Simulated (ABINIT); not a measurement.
## AlN: geometry relaxation (part 4 of 4)

Continued. System: AlN (4 atoms in the cell). Method: Kohn-Sham DFT of a periodic cell, PBE, PseudoDojo NC SR PBE v0.4.1 standard, no spin polarisation (ABINIT 10.8.3); cutoff 1142.88 eV, 10×10×6 k-mesh, fermi-dirac of 0.05 eV. The structure derives from an entry of the Crystallography Open Database.

Geometry of the input (Å; fractional positions):
```
3.1130  0.0000  0.0000
-1.5565  2.6959  0.0000
0.0000  0.0000  4.9810
Al 0.3333  0.6667  0.0000
Al 0.6667  0.3333  0.5000
N  0.3333  0.6667  0.3800
N  0.6667  0.3333  0.8800
```

**Trajectory as extended XYZ (Å, eV, eV/Å), 8 frames, from step=0 to step=7**
```
4
Lattice="3.1130 0.0000 0.0000 -1.5565 2.6959 0.0000 0.0000 0.0000 4.9810" Properties=species:S:1:pos:R:3:forces:R:3 step=0 energy=-696.29729
Al    0.0000    1.7973    0.0000    0.0000   0.0000  -0.1305
Al    1.5565    0.8986    2.4905    0.0000   0.0000  -0.1305
N     0.0000    1.7973    1.8928    0.0000   0.0000   0.1305
N     1.5565    0.8986    4.3833    0.0000   0.0000   0.1305
4
Lattice="3.1220 0.0000 0.0000 -1.5610 2.7037 0.0000 0.0000 0.0000 5.0037" Properties=species:S:1:pos:R:3:forces:R:3 step=1 energy=-696.30441
Al    0.0000    1.8025   -0.0013    0.0000   0.0000  -0.0676
Al    1.5610    0.9012    2.5005    0.0000   0.0000  -0.0676
N     0.0000    1.8025    1.9028    0.0000   0.0000   0.0676
N     1.5610    0.9012    4.4046    0.0000   0.0000   0.0676
4
Lattice="3.1276 0.0000 0.0000 -1.5638 2.7086 0.0000 0.0000 0.0000 5.0183" Properties=species:S:1:pos:R:3:forces:R:3 step=2 energy=-696.30578
Al    0.0000    1.8057   -0.0025    0.0000   0.0000  -0.0225
Al    1.5638    0.9029    2.5066    0.0000   0.0000  -0.0225
N     0.0000    1.8057    1.9095    0.0000   0.0000   0.0225
N     1.5638    0.9029    4.4186    0.0000   0.0000   0.0225
4
Lattice="3.1278 0.0000 0.0000 -1.5639 2.7087 0.0000 0.0000 0.0000 5.0185" Properties=species:S:1:pos:R:3:forces:R:3 step=3 energy=-696.30580
Al    0.0000    1.8058   -0.0028    0.0000   0.0000  -0.0157
Al    1.5639    0.9029    2.5065    0.0000   0.0000  -0.0157
N     0.0000    1.8058    1.9098    0.0000   0.0000   0.0157
N     1.5639    0.9029    4.4191    0.0000   0.0000   0.0157
4
Lattice="3.1280 0.0000 0.0000 -1.5640 2.7089 0.0000 0.0000 0.0000 5.0177" Properties=species:S:1:pos:R:3:forces:R:3 step=4 energy=-696.30583
Al    0.0000    1.8059   -0.0035    0.0000   0.0000  -0.0011
Al    1.5640    0.9030    2.5053    0.0000   0.0000  -0.0011
N     0.0000    1.8059    1.9102    0.0000   0.0000   0.0011
N     1.5640    0.9030    4.4190    0.0000   0.0000   0.0011
4
Lattice="3.1282 0.0000 0.0000 -1.5641 2.7091 0.0000 0.0000 0.0000 5.0165" Properties=species:S:1:pos:R:3:forces:R:3 step=5 energy=-696.30584
Al    0.0000    1.8060   -0.0038    0.0000   0.0000   0.0020
Al    1.5641    0.9030    2.5045    0.0000   0.0000   0.0020
N     0.0000    1.8060    1.9100    0.0000   0.0000  -0.0020
N     1.5641    0.9030    4.4183    0.0000   0.0000  -0.0020
4
Lattice="3.1284 0.0000 0.0000 -1.5642 2.7093 0.0000 0.0000 0.0000 5.0153" Properties=species:S:1:pos:R:3:forces:R:3 step=6 energy=-696.30584
Al    0.0000    1.8062   -0.0039    0.0000   0.0000   0.0016
Al    1.5642    0.9031    2.5038    0.0000   0.0000   0.0016
N     0.0000    1.8062    1.9097    0.0000   0.0000  -0.0016
N     1.5642    0.9031    4.4173    0.0000   0.0000  -0.0016
4
Lattice="3.1285 0.0000 0.0000 -1.5642 2.7093 0.0000 0.0000 0.0000 5.0151" Properties=species:S:1:pos:R:3:forces:R:3 step=7 energy=-696.30584
Al    0.0000    1.8062   -0.0039    0.0000   0.0000   0.0004
Al    1.5642    0.9031    2.5037    0.0000   0.0000   0.0004
N     0.0000    1.8062    1.9096    0.0000   0.0000  -0.0004
N     1.5642    0.9031    4.4171    0.0000   0.0000  -0.0004
```

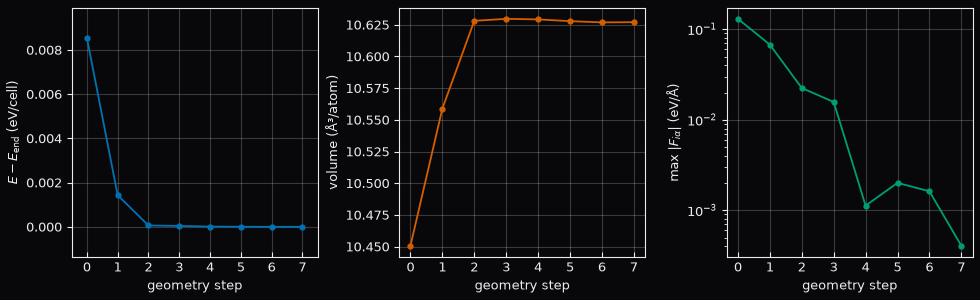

**Figure 1.** Progress of the relaxation, step by step (steps are counted from 0).

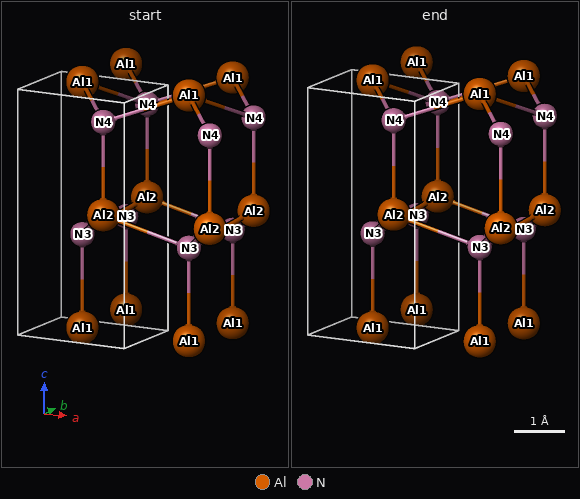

**Figure 2.** Before (left) and after (right) the relaxation, at one scale (ball-and-stick view of the cell of the calculation, repeated 2 × 2 × 1, seen slightly off an axis). The atoms keep their places relative to the cell (all moves are under 0.005 Å). The volume changes by +1.7 %, with a = b 3.113 → 3.128 Å (+0.5 %), c 4.981 → 5.015 Å (+0.7 %). Among the contacts that change: Al1–N3 1.893 → 1.913 Å, Al1–N4 1.894 → 1.901 Å. The space group stays P6_3mc (No. 186). The energy falls by 8.6 meV per cell of the calculation in 7 geometry steps. The largest force component goes from 0.13 to 0.00041 eV/Å. (Atoms are counted from 1 in the order of the input.)

**Key numbers**

| quantity | value |
| --- | --- |
| outcome | converged |
| space group (tolerance 0.01 Å) | P6₃mc (186) |
| electrons treated | 16 |
| free energy | −696.3058 eV |
| Fermi energy | 6.828 eV |
| gap on the k-point mesh | 4.06 eV |
| pressure | 0.00 GPa |
| final volume | 42.51 Å³ |
| largest force (length of the vector) at the end | under 0.001 eV/Å |
| final cell | a = 3.128 Å, b = 3.128 Å, c = 5.015 Å, α = 90.00°, β = 90.00°, γ = 120.00° |
| hardware | 1 thread of AMD EPYC (Zen 3), 32 GiB of memory available, shared host |
| wall time | 11 min |
| peak memory | 0.13 GiB |
